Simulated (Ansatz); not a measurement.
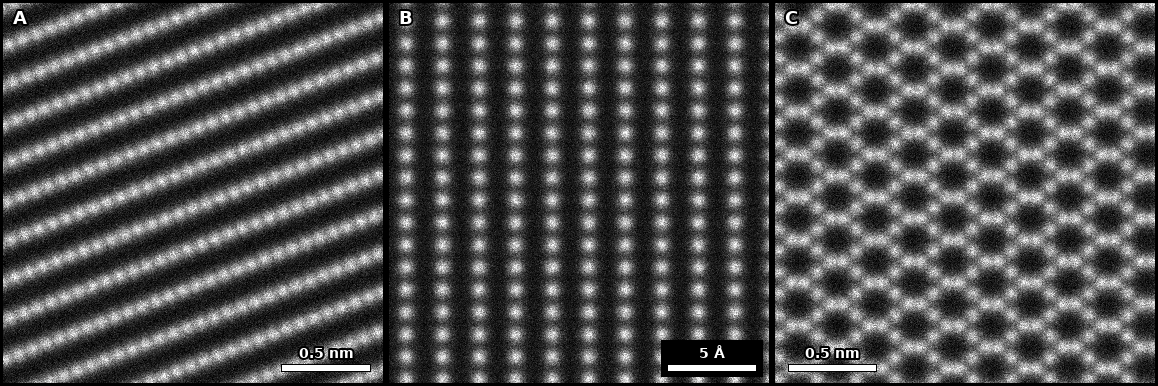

Three views of Cu (P6_3/mmc, No. 194) along different zone axes. Simulated as the projected potential of neutral atoms (B = 0.5 Å²) blurred by a 0.50 Å probe, the thin-sample limit of integrated differential phase contrast. Shot noise was added. Structure used: coordinates from a relaxation with DFT, RPBE, plane waves (420 eV) with PAW, scalar-relativistic (Ansatz); the starting structure was generated, so it need not be a known form of this composition.

```
Cu
1.0
     2.59855    0.00000    0.00000
    -1.29927    2.25041    0.00000
     0.00000    0.00000    8.48407
Cu
4
Direct
  0.00000 0.00000 0.00000
  0.00000 0.00000 0.50000
  0.33333 0.66667 0.25000
  0.66667 0.33333 0.75000
```

Match the panels to the zone axes [101], [210] and [310].

A is [310]: projected cell 0.85 × 8.48 Å, 90°. B is [210]: projected cell 1.30 × 2.12 Å, 90°, plane group p2mm. C is [101]: projected cell 2.48 × 2.57 Å, 119°, plane group c2mm.
